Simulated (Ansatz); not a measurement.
System: Ti₄O (slab).

```
CELL_PARAMETERS angstrom
3.25534 0.00000 0.00000
0.00000 3.25534 0.00000
0.00000 0.00000 20.17937
ATOMIC_POSITIONS crystal
Ti 0.50000 0.50000 0.19822
Ti 0.00000 0.00000 0.27888
Ti 0.50000 0.50000 0.35519
Ti 0.00000 0.00000 0.43011
O 0.00000 0.12500 0.50786
```

A point of a scan over the structure, not its minimum; not relaxed (largest force 1.9 eV/Å); computed without spin polarisation; PAW files of the earlier set (soft_1).

Theory: DFT PBE, scalar-relativistic, plane waves, PAW in Ansatz 0.2.0.

Predict the valence pseudo-density and electron localisation function between the atoms.

Ti–O (1.62 Å): ρ is about 1.8 e/Å³ halfway; the ELF peaks at about 0.75 in the valence shell of O, 0.5 Å from its nucleus, and is about 0.35 at the midpoint.

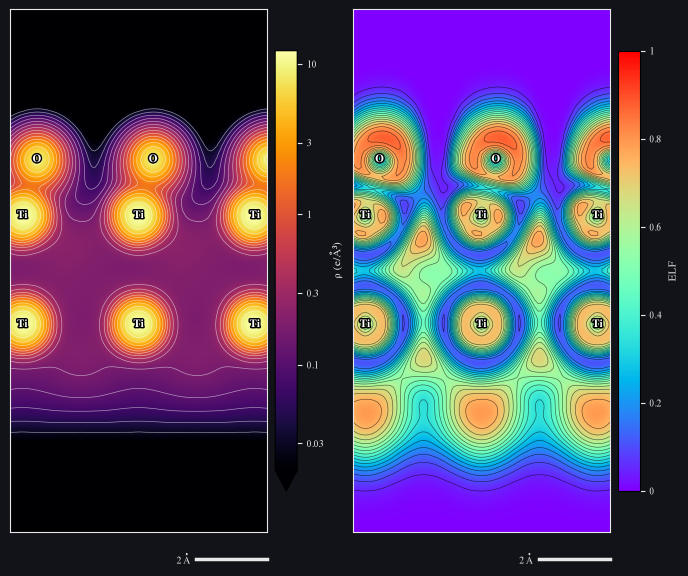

Computed valence pseudo-density and electron localisation function on the (100) plane of the calculation cell, a cut from vacuum to vacuum, in this order. 

Core electrons are frozen (PAW), and the valence fields are smoothed inside the atomic spheres.
